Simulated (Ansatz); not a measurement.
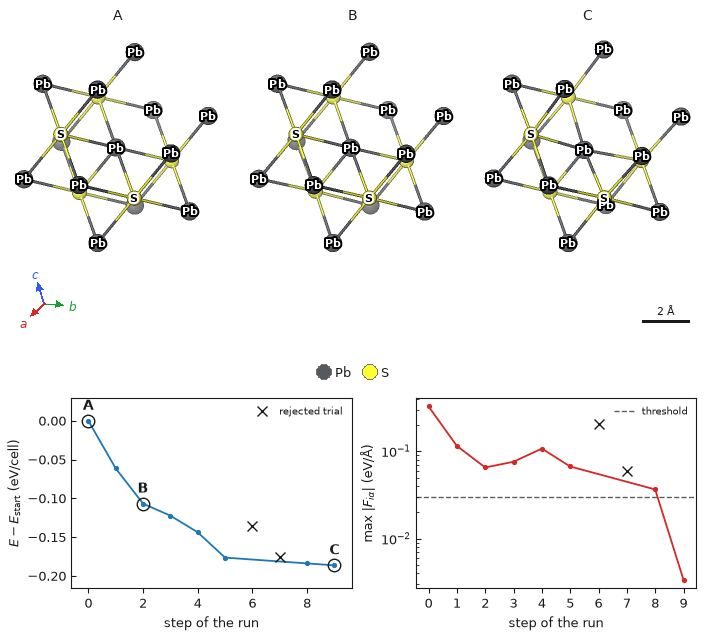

Frames of a relaxation of a defect cell of composition Pb27S26 (cell charge +2), marked on the history of the run. Style: ball-and-stick. Shown: the atoms within 5.0 Å of the atom that moves most (axes of the cell of the calculation (origin shifted)), from a free direction.

Computed with DFT, PBE, plane-wave PAW, default files, scalar-relativistic (Ansatz). (plane-wave cutoff 420 eV; k-point mesh 2 × 2 × 2; occupations fermi dirac; smearing width 0.01 eV; no spin polarisation; atoms relaxed in a fixed cell; force threshold 0.03 eV/Å; at most 40 steps)

Question: What happens along the run?

Answer: Over 7 accepted moves (9 points after the start) the energy falls by 0.186 eV per cell of the calculation. The largest force component goes from 0.33 to 0.0034 eV/Å. The line search rejected the trial steps at points 6, 7 of the run. The largest moves, 0.15 Å, are those of Pb atoms. Largest moves by element: Pb 0.15 Å, S 0.03 Å. The lattice vectors keep their values. Near-neighbour distances that change, for instance: Pb–S 2.966 → 2.777 Å, Pb–S 2.966 → 3.006 Å, Pb–S 2.966 → 2.938 Å, Pb–S 2.966 → 2.981 Å. Bond angles that change, for instance: S–Pb–S 180.0° → 173.6°, S–Pb–S 90.0° → 93.2°. Cost: 5.5 min on 4 threads of Arm Neoverse V1, with other jobs on the host, peak memory 6.6 GiB. From step 0 to 2: S atoms move most (0.08 Å), energy −0.107 eV per cell of the calculation. From step 2 to 9: Pb atoms move most (0.13 Å), energy −79.5 meV per cell of the calculation.

| step | E − E(0), meV/atom | largest force component, eV/Å | note |
| --- | --- | --- | --- |
| 0 | 0.00 | 0.3254 |  |
| 1 | -1.16 | 0.1150 |  |
| 2 | -2.01 | 0.0652 |  |
| 3 | -2.31 | 0.0758 |  |
| 4 | -2.71 | 0.1072 |  |
| 5 | -3.33 | 0.0669 |  |
| 6 | -2.56 | 0.2069 | rejected |
| 7 | -3.32 | 0.0596 | rejected |
| 8 | -3.47 | 0.0366 |  |
| 9 | -3.51 | 0.0034 |  |

Limits of the set-up: the cell is charged, on a uniform background, and energies carry no finite-size correction.
